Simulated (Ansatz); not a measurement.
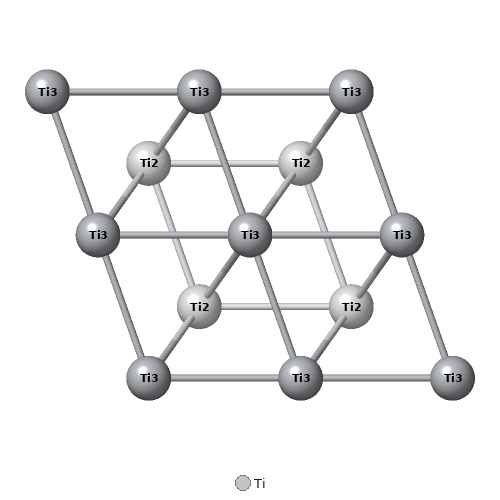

The system is C on a Ti(110) slab cut from the Im-3m phase, its upper half relaxed before the scan (3 atoms of substrate and one adsorbate in a 1 × 1 cell); the picture shows it without the atoms that are moved over the map. C is moved over the surface cell; relaxed at each place: the height of the adsorbate's atoms; substrate rigid; the origin of the map has the adsorbate above Ti3. Places are given modulo a cell vector. The map is drawn in real space over the plane of the surface. The grid has 6 × 6 points; 13 points were computed and 23 follow by symmetry. Energies: eV, counted from the lowest grid point. With one adsorbate in each 1 × 1 cell, its nearest image is 2.8 Å away, so neighbouring adsorbates interact. Computed with Ansatz 0.2.0, DFT PBE, scalar-relativistic, plane waves, PAW. Settings: cutoff 420 eV, k-mesh 10×10×1, gaussian smearing 0.1 eV, no spin polarisation.

Range: position of C4 along the first surface vector from 0.000 to 0.833; position of C4 along the second surface vector from 0.000 to 0.833.

Question: What will the energy surface look like?

Answer: The lowest grid point is at a bridge site between two Ti atoms, over a second-layer Ti atom, (3/6, 3/6) of the cell vectors. No other kind of well shows on this grid. The highest grid point, the top site over a surface Ti atom, (0/6, 0/6) of the cell vectors, lies 2.95 eV above the lowest. On the interpolated surface the easiest way out of the lowest well to its copy in the next cell or period passes a barrier of about 1.3 eV. At the lowest point the adsorbate has 2 Ti at 1.88 Å as nearest neighbours, at the highest 1 Ti at 1.95 Å. Its relaxed height above the top atom is 0.94 Å at the lowest and 1.95 Å at the highest point.

```
second ↓, first →   0/6   1/6   2/6   3/6   4/6   5/6
              5/6  2.73  2.31  1.42  1.20  2.11  2.68
              4/6  2.00  1.42  0.42  0.63  1.63  2.11
              3/6  1.30  1.20  0.63  0.00  0.63  1.20
              2/6  2.00  2.11  1.63  0.63  0.42  1.42
              1/6  2.73  2.68  2.11  1.20  1.42  2.31
              0/6  2.95  2.73  2.00  1.30  2.00  2.73
```

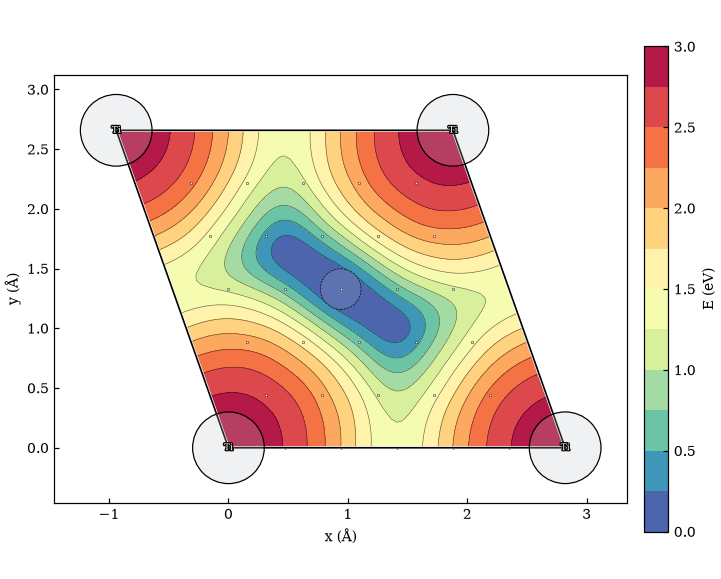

The picture shows filled contours, dots at the grid points, labelled circles for the atoms of the top layer and small ones for the second layer, the outline of one cell of the plane. Between grid points the surface is interpolated.

Each point was launched as `ansatz run input.yaml --threads 1 --pin off --max-ram 3072MiB --backend cpu --events-out ev --progress --plain --runs-dir out`. The whole map (13 points run) took 19 min on 1 thread of Intel(R) Xeon(R) Platinum 8259CL CPU @ 2.50GHz (Skylake/Cascade Lake), with other jobs on the host.

PAW datasets: the set soft_1.
